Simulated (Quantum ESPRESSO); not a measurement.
# Hf: workfunction calculation (part 2 of 2)

Continued. System: Hf (slab, 7 atoms in the cell). Method: Kohn-Sham DFT of a periodic cell, PBE, PseudoDojo 0.4.1 SR PBE standard, no spin polarisation (Quantum ESPRESSO 7.5); cutoff 789.13 eV, 7×7×1 k-mesh, fermi-dirac of 0.05 eV. The structure derives from an entry of the Crystallography Open Database.

Geometry of the input (Å; fractional positions):
```
3.6100  0.0000  0.0000
0.0000  3.6100  0.0000
0.0000  0.0000  25.8300
Hf 0.5000  0.5000  0.2904
Hf 0.0000  0.0000  0.3602
Hf 0.5000  0.5000  0.4301
Hf 0.0000  0.0000  0.5000
Hf 0.5000  0.5000  0.5699
Hf 0.0000  0.0000  0.6398
Hf 0.5000  0.5000  0.7096
```

### Output, continued
```
   -57.6506 -57.6506 -56.6652 -56.6488 -56.6151 -56.6021 -56.5890 -26.3277
   -26.3277 -26.1374 -26.1374 -26.1099 -26.1099 -25.4742 -25.4616 -25.3773
   -25.3710 -25.3677 -25.2862 -25.2254 -25.2231 -25.1661 -25.0984 -25.0906
   -25.0657 -24.9964 -24.9946 -24.9944  -1.2111  -0.5055   0.5162   1.7006
     2.7425   3.0103   3.0645   3.1809   3.4678   4.0517   4.8252   5.2475
     5.2605   5.7143   5.8825   5.9451   6.1745   6.2126   6.3566   6.4999
     6.5239   6.7987   6.8326   7.4130   7.4581   7.5451   7.7148

          k = 0.0000 0.3351 0.0000 ( 16908 PWs)   bands (ev):

   -57.6492 -57.6492 -56.6531 -56.6417 -56.6138 -56.6066 -56.5985 -26.3297
   -26.3297 -26.1880 -26.1880 -26.1001 -26.1001 -25.5390 -25.5266 -25.4061
   -25.3924 -25.3173 -25.2520 -25.2397 -25.2160 -25.1657 -25.0987 -25.0983
   -25.0861 -25.0530 -24.9996 -24.9878  -0.2540   0.3366   1.1393   1.9907
     2.6925   3.1224   3.1955   3.5970   4.0518   4.5779   4.9134   5.1199
     5.2483   5.2542   5.3255   5.6582   5.6959   5.7276   6.0743   6.3807
     6.5432   6.6370   6.7067   7.1873   7.3331   7.4492   7.7146

          k = 0.0000 0.5026 0.0000 ( 16950 PWs)   bands (ev):

   -57.6480 -57.6480 -56.6379 -56.6340 -56.6129 -56.6124 -56.6116 -26.3321
   -26.3319 -26.2275 -26.2274 -26.0922 -26.0922 -25.5806 -25.5774 -25.4397
   -25.4158 -25.2738 -25.2315 -25.2034 -25.1958 -25.1656 -25.1457 -25.1359
   -25.0908 -25.0850 -24.9959 -24.9894   1.1031   1.4358   1.7530   2.0668
     2.3710   2.5386   2.5956   4.3715   4.5533   4.8491   4.8845   5.0341
     5.0486   5.3096   5.3219   5.4133   5.4230   5.5677   6.0764   6.2080
     6.2779   6.6588   6.8356   6.9050   6.9937   7.2915   7.7347

          k = 0.1675 0.1675 0.0000 ( 16975 PWs)   bands (ev):

   -57.6500 -57.6500 -56.6611 -56.6463 -56.6145 -56.6034 -56.5919 -26.3270
   -26.3270 -26.1347 -26.1347 -26.1322 -26.1322 -25.4748 -25.4611 -25.4345
   -25.3787 -25.3286 -25.3264 -25.2244 -25.1972 -25.1844 -25.1031 -25.0953
   -25.0631 -25.0244 -25.0014 -24.9790  -0.8825  -0.1974   0.7867   1.9201
     2.9441   3.2196   3.2446   3.4480   3.5694   4.0677   4.7069   5.0648
     5.1831   5.3435   5.6723   5.7720   5.8393   6.0072   6.2114   6.2774
     6.2966   6.3392   6.6192   7.1372   7.4811   7.8941   8.0502

          k = 0.1675 0.3351 0.0000 ( 16908 PWs)   bands (ev):

   -57.6486 -57.6486 -56.6501 -56.6399 -56.6133 -56.6073 -56.6003 -26.3261
   -26.3261 -26.1849 -26.1849 -26.1245 -26.1245 -25.5242 -25.5057 -25.4435
   -25.3949 -25.3406 -25.3138 -25.2241 -25.1969 -25.1898 -25.1220 -25.0936
   -25.0770 -25.0338 -25.0101 -24.9944   0.0283   0.6354   1.4540   2.3101
     3.0197   3.4128   3.4610   3.6890   4.0819   4.4819   4.7100   4.8370
     4.9295   5.0563   5.1596   5.2756   5.4151   5.5037   5.8571   6.0530
     6.0967   6.2905   6.5427   6.8832   7.3069   8.0125   8.2518

          k = 0.1675 0.5026 0.0000 ( 16935 PWs)   bands (ev):

   -57.6474 -57.6474 -56.6367 -56.6331 -56.6123 -56.6120 -56.6116 -26.3263
   -26.3261 -26.2248 -26.2247 -26.1174 -26.1174 -25.5575 -25.5572 -25.4669
   -25.4119 -25.3624 -25.2474 -25.2138 -25.1871 -25.1808 -25.1599 -25.1171
   -25.0774 -25.0542 -25.0144 -25.0058   1.3046   1.7181   2.1001   2.4130
     2.5931   2.7840   2.8676   4.2960   4.3697   4.6381   4.7138   4.7448
     4.8014   5.0514   5.1794   5.3181   5.3404   5.4153   5.7504   6.1344
     6.1760   6.2557   6.5661   7.0485   7.0605   7.5318   8.0753

          k = 0.3351 0.3351 0.0000 ( 16942 PWs)   bands (ev):

   -57.6472 -57.6472 -56.6424 -56.6355 -56.6119 -56.6091 -56.6053 -26.3185
   -26.3184 -26.1812 -26.1812 -26.1751 -26.1751 -25.5135 -25.4842 -25.4804
   -25.4100 -25.3881 -25.3764 -25.2246 -25.2202 -25.1967 -25.0954 -25.0904
   -25.0832 -25.0581 -25.0498 -24.9849   0.7705   1.4129   2.2473   3.0315
     3.2619   3.6445   3.8819   4.2312   4.2822   4.2917   4.3287   4.4567
     4.5978   4.6740   4.7360   4.8320   5.0702   5.0872   5.2474   5.9185
     6.1562   6.1816   6.1857   6.9378   7.2215   8.0382   8.9770

          k = 0.3351 0.5026 0.0000 ( 16936 PWs)   bands (ev):

   -57.6461 -57.6461 -56.6338 -56.6312 -56.6117 -56.6112 -56.6109 -26.3127
   -26.3126 -26.2202 -26.2202 -26.1729 -26.1729 -25.5398 -25.5105 -25.5064
   -25.4338 -25.4152 -25.2935 -25.2405 -25.2105 -25.2003 -25.1782 -25.1051
   -25.0816 -25.0477 -25.0431 -25.0021   1.7027   2.3338   2.5821   2.9943
     3.1061   3.4156   3.5133   4.2075   4.2978   4.3819   4.5047   4.6169
     4.6690   4.7329   4.8659   4.9721   4.9850   4.9918   5.1074   5.9944
     6.0407   6.4193   6.4317   7.3326   7.3413   8.2166   8.7626

          k = 0.5026 0.5026 0.0000 ( 16954 PWs)   bands (ev):

   -57.6451 -57.6451 -56.6314 -56.6296 -56.6119 -56.6106 -56.6098 -26.3006
   -26.3006 -26.2188 -26.2188 -26.2166 -26.2166 -25.5758 -25.5645 -25.4601
   -25.4366 -25.3652 -25.2825 -25.2563 -25.2321 -25.2299 -25.1909 -25.1903
   -25.0990 -25.0839 -25.0050 -24.9897   1.9891   2.2657   2.7248   2.9821
     3.7285   3.7947   4.1312   4.3231   4.3374   4.4276   4.4746   4.4799
     4.4944   4.6188   4.6705   4.7142   4.8765   5.2890   5.3768   6.5167
     6.5674   6.7518   6.7628   7.5837   7.6397   8.7953   9.2026

     the Fermi energy is     5.0507 ev

!    total energy              =    -789.49823736 Ry
     estimated scf accuracy    <          6.2E-09 Ry
     smearing contrib. (-TS)   =      -0.00906180 Ry
     internal energy E=F+TS    =    -789.48917556 Ry

     The total energy is F=E-TS. E is the sum of the following terms:
     one-electron contribution =   -4236.45517044 Ry
     hartree contribution      =    2116.33451286 Ry
     xc contribution           =    -198.80139627 Ry
     ewald contribution        =    1529.43287829 Ry

     convergence has been achieved in  23 iterations

     Forces acting on atoms (cartesian axes, Ry/au):

     atom    1 type  1   force =     0.00000000    0.00000000    0.03488924
     atom    2 type  1   force =     0.00000000    0.00000000   -0.01964087
     atom    3 type  1   force =     0.00000000    0.00000000    0.00161315
     atom    4 type  1   force =     0.00000000    0.00000000    0.00000000
     atom    5 type  1   force =     0.00000000    0.00000000   -0.00161315
     atom    6 type  1   force =     0.00000000    0.00000000    0.01964087
     atom    7 type  1   force =     0.00000000    0.00000000   -0.03488924

     Total force =     0.056668     Total SCF correction =     0.000303

=------------------------------------------------------------------------------=
   JOB DONE.
=------------------------------------------------------------------------------=
```

### File pp_potential.out
```
This program is part of the open-source Quantum ESPRESSO suite
     for quantum simulation of materials; please cite
         "P. Giannozzi et al., J. Phys.:Condens. Matter 21 395502 (2009);
         "P. Giannozzi et al., J. Phys.:Condens. Matter 29 465901 (2017);
         "P. Giannozzi et al., J. Chem. Phys. 152 154105 (2020);
          URL
     in publications or presentations arising from this work. More details at

     ./tmp/pwscf.save/

     IMPORTANT: XC functional enforced from input :
     Exchange-correlation= PBE
                           (   1   4   3   4   0   0   0)
     Any further DFT definition will be discarded
     Please, verify this is what you really want

     G-vector sticks info
     --------------------
     sticks:   dense  smooth     PW     G-vecs:    dense   smooth      PW
     Sum         861     861    241               135713   135713   20911

     Using Slab Decomposition

     Calling punch_plot, plot_num =  11
     Writing data to file  potential.dat
     Reading data from file  potential.dat

     Writing data to be plotted to file potential.cube
     Plot Type: 3D                     Output format: Gaussian cube

=------------------------------------------------------------------------------=
   JOB DONE.
=------------------------------------------------------------------------------=
```

### File pp_elf.out
```
This program is part of the open-source Quantum ESPRESSO suite
     for quantum simulation of materials; please cite
         "P. Giannozzi et al., J. Phys.:Condens. Matter 21 395502 (2009);
         "P. Giannozzi et al., J. Phys.:Condens. Matter 29 465901 (2017);
         "P. Giannozzi et al., J. Chem. Phys. 152 154105 (2020);
          URL
     in publications or presentations arising from this work. More details at

     ./tmp/pwscf.save/

     IMPORTANT: XC functional enforced from input :
     Exchange-correlation= PBE
                           (   1   4   3   4   0   0   0)
     Any further DFT definition will be discarded
     Please, verify this is what you really want

     G-vector sticks info
     --------------------
     sticks:   dense  smooth     PW     G-vecs:    dense   smooth      PW
     Sum         861     861    241               135713   135713   20911

     Using Slab Decomposition

     Calling punch_plot, plot_num =   8
     Message from routine do_elf_kin:
     elf/kin + US not fully implemented
     Writing data to file  elf.dat
     Reading data from file  elf.dat

     Writing data to be plotted to file elf.cube
     Plot Type: 3D                     Output format: Gaussian cube

=------------------------------------------------------------------------------=
   JOB DONE.
=------------------------------------------------------------------------------=
```

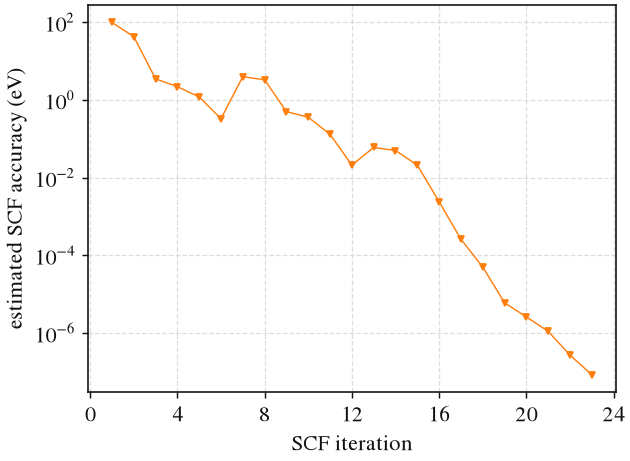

*Convergence of the self-consistent field: estimated SCF accuracy against the iteration.*

The field takes 23 iterations in all.

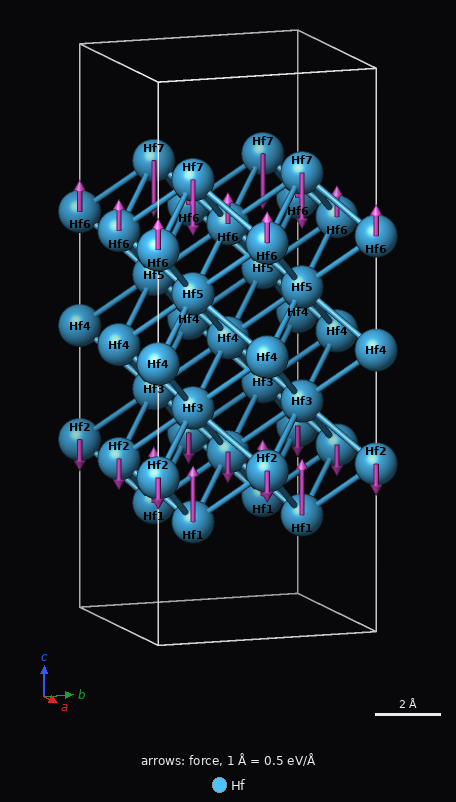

*Forces on the atoms as pink arrows (ball-and-stick view of the 2 × 2 repeat of the cell, with the vacuum cut short, seen slightly off an axis; atoms are numbered from 1 in the order of the input); the smallest are left out.*

The largest act on Hf1, Hf7 (0.90 eV/Å); Hf2, Hf6 (0.50 eV/Å). The geometry is not a stationary point of this energy.

### Summary

| quantity | value |
| --- | --- |
| outcome | converged |
| electrons treated | 84 |
| free energy | −10741.6707 eV |
| work function, top face | 3.29 eV |
| work function, bottom face | 3.29 eV |
| Fermi energy | 5.051 eV |
| gap on the k-point mesh | none (metallic) |
| work function (upper face) | 3.29 eV |
| largest force (length of the vector) | 0.897 eV/Å |
| hardware | 1 thread of Arm Neoverse V2, 24 GiB of memory available, shared host |
| wall time | 7 min |
| peak memory | 0.4 GiB |

### Remarks

Notes on the run: negative rho. Spin–orbit coupling is left out, which matters for Hf.
